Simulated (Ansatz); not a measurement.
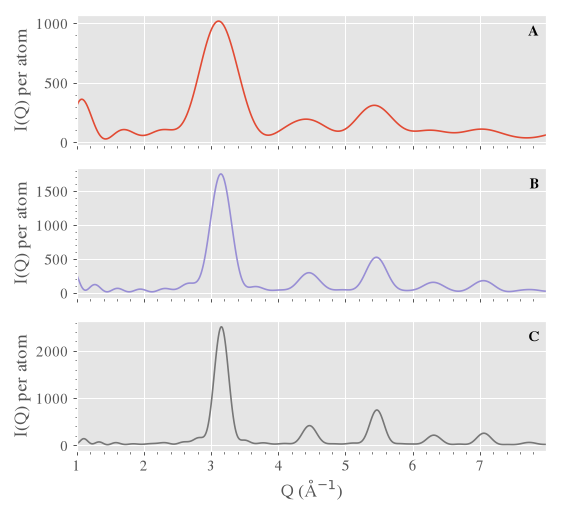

X-ray scattering of spheres cut from the crystal structure of Co (Im-3m, a = 2.811 Å, b = 2.811 Å, c = 2.811 Å, α = 90.00°, β = 90.00°, γ = 90.00°), calculated atom by atom with the Debye equation (B = 0.5 Å², no relaxation of the surface). Basis of the simulation: the input geometry of an electronic-structure calculation (not necessarily at equilibrium); the starting structure was generated, so it need not be a known form of this composition.

The spheres are 10, 20 and 28 Å across. Which curve is which?

curve A: 10 Å (59 atoms); curve B: 20 Å (339 atoms); curve C: 28 Å (1037 atoms). Peak widths go roughly as 2π/D, so the largest sphere has the sharpest peaks.

Index the main peaks of the largest sphere.

Q ≈ 3.15 Å⁻¹: 110; Q ≈ 4.47 Å⁻¹: 200; Q ≈ 5.47 Å⁻¹: 211; Q ≈ 6.32 Å⁻¹: 220; Q ≈ 7.06 Å⁻¹: 310.
